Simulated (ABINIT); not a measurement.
**Geometry relaxation, with input and output: Ge (part 1 of 2)**

- system: Ge (Fd-3m, 2 atoms in the cell)
- method: Kohn-Sham DFT of a periodic cell, PBEsol, PseudoDojo NC SR PBEsol v0.4.1 standard, no spin polarisation (ABINIT 10.8.3)

The structure derives from an entry of the Crystallography Open Database.

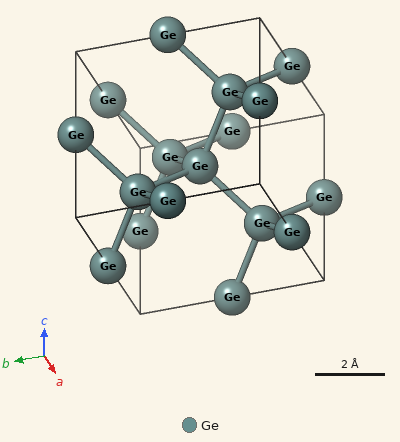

**Figure 1.** The starting structure (ball-and-stick view of the cell 4 times as large as that of the calculation, set on its symmetry axes, seen at an oblique angle). An atom can appear more than once, as a periodic image. Near neighbours in the periodic cell (some may lie outside the picture): Ge has 4 Ge at 2.45 Å.

Input:
```
# Pseudopotentials
pp_dirpath "./"
pseudos "Ge.upf"

# Structure
acell 7.5601949712 7.5601949712 7.5601949712
rprim
     0.0000000000     0.7071067812     0.7071067812
     0.7071067812     0.0000000000     0.7071067812
     0.7071067812     0.7071067812     0.0000000000
ntypat 1
znucl 32
natom 2
typat 1 1
chkprim 0
chksymtnons 0
tolsym 1.0e-6
xred
            3/4            3/4            3/4
            1/2            1/2            1/2

# Plane-wave basis
ecut 39.0
ecutsm 0.5

# k points
kptopt 1
ngkpt 6 6 6
nshiftk 1
shiftk 0.0 0.0 0.0

# Exchange and correlation
ixc -116133

# Bands and occupations
nband 18
occopt 3
tsmear 0.05 eV

# SCF cycle
nstep 80
tolvrs 1.0e-12

# Output
iomode 3
prteig 0
prtebands 0
prtwf 0
prtden 0

# Relaxation
ionmov 2
optcell 2
ntime 50
tolmxf 2.0e-5
dilatmx 1.08
```

Launch command:
```bash
mpirun --bind-to none -np 4 abinit run.abi > log 2>&1
```

The program's output:
```
.Version 10.8.3 of ABINIT
 Symmetries : space group Fd -3 m (#227); Bravais cF (face-center cubic)
================================================================================
 Values of the parameters that define the memory need of the present run
     intxc =       0    ionmov =       2      iscf =       7    lmnmax =       6
     lnmax =       6     mgfft =      48  mpssoang =       3    mqgrid =    3001
     natom =       2  nloc_mem =       1    nspden =       1   nspinor =       1
    nsppol =       1      nsym =      48    n1xccc =    2501    ntypat =       1
    occopt =       3   xclevel =       2
       mpw =        4500          nfft =      110592          nkpt =          16
================================================================================
================================================================================

--------------------------------------------------------------------------------
------------- Echo of variables that govern the present computation ------------
--------------------------------------------------------------------------------
 -outvars: echo values of preprocessed input variables --------
            acell      7.5601949712E+00  7.5601949712E+00  7.5601949712E+00 Bohr
              amu      7.26100000E+01
          chkprim           0
      chksymtnons           0
          dilatmx      1.08000000E+00
             ecut      3.90000000E+01 Hartree
           ecutsm      5.00000000E-01 Hartree
           ionmov           2
              ixc     -116133
         kptrlatt        6    0    0      0    6    0      0    0    6
          kptrlen      4.53611698E+01
            natom           2
            nband          18
            ngfft          48      48      48
             nkpt          16
            nstep          80
             nsym          48
            ntime          50
           ntypat           1
           occopt           3
          optcell           2
           prtden           0
        prtebands           0
           prteig           0
            prtwf           0
            rprim      0.0000000000E+00  7.0710678120E-01  7.0710678120E-01
                       7.0710678120E-01  0.0000000000E+00  7.0710678120E-01
                       7.0710678120E-01  7.0710678120E-01  0.0000000000E+00
          spgroup         227
           tolmxf      2.00000000E-05
           tolsym      1.00000000E-06
           tolvrs      1.00000000E-12
           tsmear      1.83746611E-03 Hartree
            typat      1  1
           xangst      4.2433649972E+00  4.2433649972E+00  4.2433649972E+00
                       2.8289099981E+00  2.8289099981E+00  2.8289099981E+00
            xcart      8.0187976970E+00  8.0187976970E+00  8.0187976970E+00
                       5.3458651313E+00  5.3458651313E+00  5.3458651313E+00
             xred      7.5000000000E-01  7.5000000000E-01  7.5000000000E-01
                       5.0000000000E-01  5.0000000000E-01  5.0000000000E-01
            znucl       32.00000

================================================================================

 chkinp: Checking input parameters for consistency.

================================================================================
== DATASET  1 ==================================================================

--- !DatasetInfo
iteration_state: {dtset: 1, }
dimensions: {natom: 2, nkpt: 16, mband: 18, nsppol: 1, nspinor: 1, nspden: 1, mpw: 4500, }
cutoff_energies: {ecut:  39.0, pawecutdg:  -1.0, }
electrons: {nelect:   2.80000000E+01, charge:   0.00000000E+00, occopt:   3.00000000E+00, tsmear:   1.83746611E-03, }
meta: {optdriver: 0, ionmov: 2, optcell: 2, iscf: 7, paral_kgb: 0, }
...

 Real(R)+Recip(G) space primitive vectors, cartesian coordinates (Bohr,Bohr^-1):
 R(1)=  0.0000000  5.3458651  5.3458651  G(1)= -0.0935302  0.0935302  0.0935302
 R(2)=  5.3458651  0.0000000  5.3458651  G(2)=  0.0935302 -0.0935302  0.0935302
 R(3)=  5.3458651  5.3458651  0.0000000  G(3)=  0.0935302  0.0935302 -0.0935302
 Unit cell volume ucvol=  3.0555120E+02 bohr^3
 Angles (23,13,12)=  6.00000000E+01  6.00000000E+01  6.00000000E+01 degrees

 getcut: wavevector=  0.0000  0.0000  0.0000  ngfft=  48  48  48
         ecut(hartree)=     45.490   => boxcut(ratio)=   2.09116

--- Pseudopotential description ------------------------------------------------
- pspini: atom type   1  psp file is ./Ge.upf
  32.00000  14.00000  180301                  znucl, zion, pspdat
12 -116133 2 -1 1560                          pspcod,pspxc,lmax,lloc,mmax
     nproj     2     2     2

   1.72858076E+03                                ecore*ucvol(ha*bohr**3)
--------------------------------------------------------------------------------

================================================================================

=== [ionmov= 2] Broyden-Fletcher-Goldfarb-Shanno method (forces)
================================================================================

--- Iteration: ( 1/50) Internal Cycle: (1/1)
--------------------------------------------------------------------------------

---SELF-CONSISTENT-FIELD CONVERGENCE--------------------------------------------

--- !BeginCycle
iteration_state: {dtset: 1, itime: 1, icycle: 1, }
solver: {iscf: 7, nstep: 80, nline: 4, wfoptalg: 0, }
tolerances: {tolvrs: 1.00E-12, }
...

     iter   Etot(hartree)      deltaE(h)  residm     vres2
 ETOT  1  -176.69822419027    -1.767E+02 8.931E-01 1.391E+02
 ETOT  2  -178.37469526939    -1.676E+00 3.071E-02 2.197E+02
 ETOT  3  -178.39652412024    -2.183E-02 1.501E-02 4.786E+01
 ETOT  4  -178.40020895316    -3.685E-03 8.908E-04 1.417E+01
 ETOT  5  -178.40172952461    -1.521E-03 3.942E-04 3.795E-03
 ETOT  6  -178.40173015348    -6.289E-07 8.458E-05 1.118E-03
 ETOT  7  -178.40173025682    -1.033E-07 1.140E-05 1.233E-05
 ETOT  8  -178.40173025802    -1.202E-09 7.414E-06 9.515E-07
 ETOT  9  -178.40173025812    -9.945E-11 1.031E-06 3.492E-09
 ETOT 10  -178.40173025813    -3.268E-12 6.453E-07 8.978E-13

 At SCF step   10       vres2   =  8.98E-13 < tolvrs=  1.00E-12 =>converged.

 Cartesian components of stress tensor (hartree/bohr^3)
  sigma(1 1)= -2.50828534E-05  sigma(3 2)=  0.00000000E+00
  sigma(2 2)= -2.50828534E-05  sigma(3 1)=  0.00000000E+00
  sigma(3 3)= -2.50828534E-05  sigma(2 1)=  0.00000000E+00

--- !ResultsGS
iteration_state: {dtset: 1, itime: 1, icycle: 1, }
comment   : Summary of ground state results
lattice_vectors:
- [  0.0000000,   5.3458651,   5.3458651, ]
- [  5.3458651,   0.0000000,   5.3458651, ]
- [  5.3458651,   5.3458651,   0.0000000, ]
lattice_lengths: [   7.56019,    7.56019,    7.56019, ]
lattice_angles: [ 60.000,  60.000,  60.000, ] # degrees, (23, 13, 12)
lattice_volume:   3.0555120E+02
convergence: {deltae: -3.268E-12, res2:  8.978E-13, residm:  6.453E-07, diffor: null, }
etotal    :  -1.78401730E+02
entropy   :   0.00000000E+00
fermie    :   1.45012375E-01
cartesian_stress_tensor: # hartree/bohr^3
- [ -2.50828534E-05,   0.00000000E+00,   0.00000000E+00, ]
- [  0.00000000E+00,  -2.50828534E-05,   0.00000000E+00, ]
- [  0.00000000E+00,   0.00000000E+00,  -2.50828534E-05, ]
pressure_GPa:   7.3796E-01
xred      :
- [  7.5000E-01,   7.5000E-01,   7.5000E-01, Ge]
- [  5.0000E-01,   5.0000E-01,   5.0000E-01, Ge]
cartesian_forces: # hartree/bohr
- [  6.04424951E-28,   2.01474984E-28,  -4.02949967E-28, ]
- [ -6.04424951E-28,  -2.01474984E-28,   4.02949967E-28, ]
force_length_stats: {min:   7.53850360E-28, max:   7.53850360E-28, mean:   7.53850360E-28, }
...

 Integrated electronic density in atomic spheres:
 ------------------------------------------------
 Atom  Sphere_radius  Integrated_density
    1        2.00000         11.55947938
    2        2.00000         11.55947938

---OUTPUT-----------------------------------------------------------------------

 Cartesian coordinates (xcart) [bohr]
  8.01879769699449E+00  8.01879769699449E+00  8.01879769699449E+00
  5.34586513132966E+00  5.34586513132966E+00  5.34586513132966E+00
 Reduced coordinates (xred)
  7.50000000000000E-01  7.50000000000000E-01  7.50000000000000E-01
  5.00000000000000E-01  5.00000000000000E-01  5.00000000000000E-01
 Cartesian forces (fcart) [Ha/bohr]; max,rms= 6.04425E-28 4.35236E-28 (free atoms)
  6.04424950575135E-28  2.01474983525045E-28 -4.02949967050090E-28
 -6.04424950575135E-28 -2.01474983525045E-28  4.02949967050090E-28
 Gradient of E wrt nuclear positions in reduced coordinates (gred)
  1.07705808926175E-27 -1.07705808926175E-27 -4.30823235704702E-27
 -1.07705808926175E-27  1.07705808926175E-27  4.30823235704702E-27
 Scale of Primitive Cell (acell) [bohr]
  7.56019497120000E+00  7.56019497120000E+00  7.56019497120000E+00
 Real space primitive translations (rprimd) [bohr]
  0.00000000000000E+00  5.34586513132966E+00  5.34586513132966E+00
  5.34586513132966E+00  0.00000000000000E+00  5.34586513132966E+00
  5.34586513132966E+00  5.34586513132966E+00  0.00000000000000E+00
 Unitary Cell Volume (ucvol) [Bohr^3]=  3.05551197005670E+02
 Angles (23,13,12)= [degrees]
  6.00000000000000E+01  6.00000000000000E+01  6.00000000000000E+01
 Lengths [Bohr]
  7.56019497134383E+00  7.56019497134383E+00  7.56019497134383E+00
 Stress tensor in cartesian coordinates (strten) [Ha/bohr^3]
 -2.50828534111187E-05  0.00000000000000E+00  0.00000000000000E+00
  0.00000000000000E+00 -2.50828534111291E-05  0.00000000000000E+00
  0.00000000000000E+00  0.00000000000000E+00 -2.50828534111361E-05
 Total energy (etotal) [Ha]= -1.78401730258127E+02

--- Iteration: ( 2/50) Internal Cycle: (1/1)
--------------------------------------------------------------------------------

---SELF-CONSISTENT-FIELD CONVERGENCE--------------------------------------------

--- !BeginCycle
iteration_state: {dtset: 1, itime: 2, icycle: 1, }
solver: {iscf: 7, nstep: 80, nline: 4, wfoptalg: 0, }
tolerances: {tolvrs: 1.00E-12, }
...

     iter   Etot(hartree)      deltaE(h)  residm     vres2
 ETOT  1  -178.40161118521    -1.784E+02 1.067E-06 2.030E+00
 ETOT  2  -178.40173976166    -1.286E-04 5.746E-07 7.020E-02
 ETOT  3  -178.40174511091    -5.349E-06 5.212E-07 1.393E-02
 ETOT  4  -178.40174587738    -7.665E-07 4.533E-07 3.433E-04
 ETOT  5  -178.40174589811    -2.073E-08 5.278E-09 2.622E-06
 ETOT  6  -178.40174589820    -8.743E-11 3.076E-09 1.331E-08
 ETOT  7  -178.40174589821    -9.209E-12 5.202E-11 1.519E-10
 ETOT  8  -178.40174589820     6.253E-12 3.011E-11 1.063E-12
 ETOT  9  -178.40174589822    -1.248E-11 5.307E-13 3.134E-15

 At SCF step    9       vres2   =  3.13E-15 < tolvrs=  1.00E-12 =>converged.

 Cartesian components of stress tensor (hartree/bohr^3)
  sigma(1 1)= -2.02846511E-05  sigma(3 2)=  0.00000000E+00
  sigma(2 2)= -2.02846511E-05  sigma(3 1)=  0.00000000E+00
  sigma(3 3)= -2.02846511E-05  sigma(2 1)=  0.00000000E+00

--- !ResultsGS
iteration_state: {dtset: 1, itime: 2, icycle: 1, }
comment   : Summary of ground state results
lattice_vectors:
- [  0.0000000,   5.3498878,   5.3498878, ]
- [  5.3498878,   0.0000000,   5.3498878, ]
- [  5.3498878,   5.3498878,   0.0000000, ]
lattice_lengths: [   7.56588,    7.56588,    7.56588, ]
lattice_angles: [ 60.000,  60.000,  60.000, ] # degrees, (23, 13, 12)
lattice_volume:   3.0624148E+02
convergence: {deltae: -1.248E-11, res2:  3.134E-15, residm:  5.307E-13, diffor: null, }
etotal    :  -1.78401746E+02
entropy   :   0.00000000E+00
fermie    :   1.44094566E-01
cartesian_stress_tensor: # hartree/bohr^3
- [ -2.02846511E-05,   0.00000000E+00,   0.00000000E+00, ]
- [  0.00000000E+00,  -2.02846511E-05,   0.00000000E+00, ]
- [  0.00000000E+00,   0.00000000E+00,  -2.02846511E-05, ]
pressure_GPa:   5.9680E-01
xred      :
- [  7.5000E-01,   7.5000E-01,   7.5000E-01, Ge]
- [  5.0000E-01,   5.0000E-01,   5.0000E-01, Ge]
cartesian_forces: # hartree/bohr
- [  1.00661745E-28,  -1.00661745E-28,   1.00661745E-28, ]
- [ -1.00661745E-28,   1.00661745E-28,  -1.00661745E-28, ]
force_length_stats: {min:   1.74351257E-28, max:   1.74351257E-28, mean:   1.74351257E-28, }
...

 Integrated electronic density in atomic spheres:
 ------------------------------------------------
 Atom  Sphere_radius  Integrated_density
    1        2.00000         11.54761242
    2        2.00000         11.54761242

---OUTPUT-----------------------------------------------------------------------
```
